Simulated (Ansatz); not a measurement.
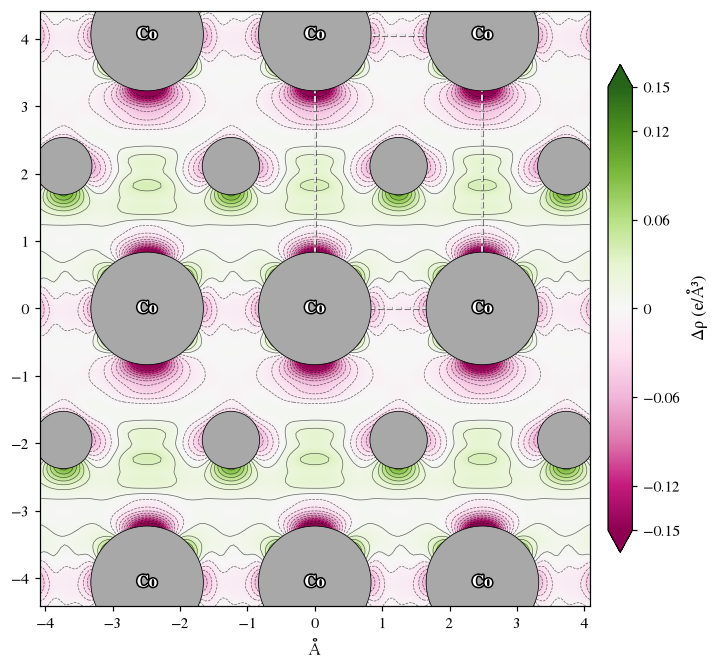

Co. Difference of the valence pseudo-densities of two functionals at the same geometry, on the (010) plane of the calculation cell: one of r2SCAN50 and r2SCANH less the other.

Space group P-3m1; a structure from a database of computed crystals, not necessarily the ambient phase; spin-polarised.

Both computed with Ansatz (plane waves, PAW), on the same k-point mesh. Grey discs cover the atomic cores.

```
Co
1.0
     2.48736    0.00000    0.00000
    -1.24368    2.15412    0.00000
     0.00000    0.00000    4.06329
Co
2
Direct
  0.33333 0.66667 0.74014
  0.66667 0.33333 0.25986
```

Q: Which was subtracted from which, and what does the map show?

A: It is r2SCAN50 less r2SCANH. Against r2SCANH, r2SCAN50 gives less density around Co (−0.011 e/Å³ on average at 1.0 Å from the nucleus) and a change of −0.014 e/Å³ at the midpoint of Co–Co.
